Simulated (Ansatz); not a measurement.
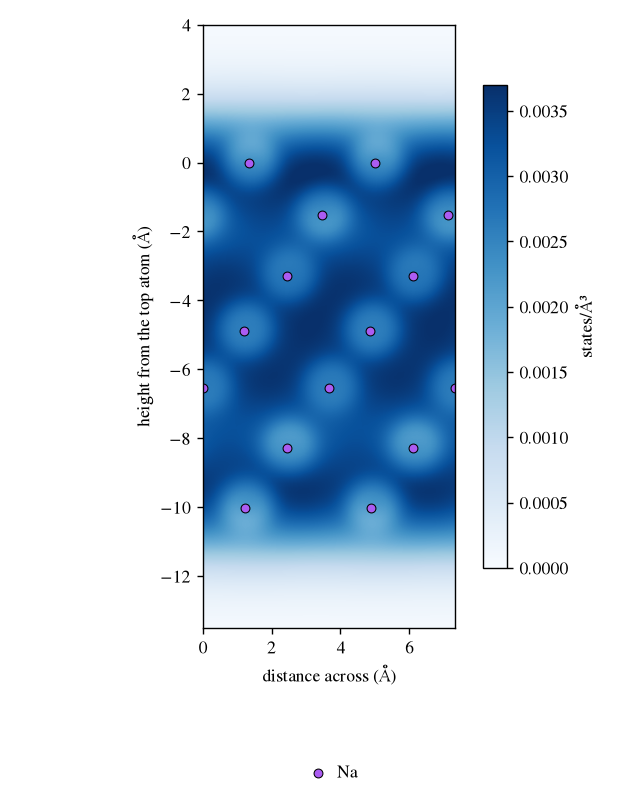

Density of all states between −0.25 and 0.00 eV (zero: the Fermi level) of Na(211) (Im-3m bulk, 7 atomic planes (those closer than 0.6 Å count as one), 10 Å): side view, averaged along the second cell vector.

The picture shows the smooth PAW orbitals' density alone; the shares below count all of it.

Level of theory: DFT PBE, scalar-relativistic, plane waves, PAW in Ansatz. Cutoff 420 eV, 20 × 12 k-points, Gaussian smearing 0.1 eV, dipole correction. The slab is a cut without reconstruction beyond its cell, at the source's lattice constants, with its lower half held fixed and the rest relaxed. No spin polarisation.

How is this energy window spread over the atomic planes?

The window holds 0.9 states per cell. Shares by plane (space cut midway between planes), top to bottom: Na 17 %, Na 12 %, Na 14 %, Na 13 %, Na 13 %, Na 13 %, Na 17 %; the outer planes' shares include the vacuum, and density in a gap between layers is shared out between the planes on either side.
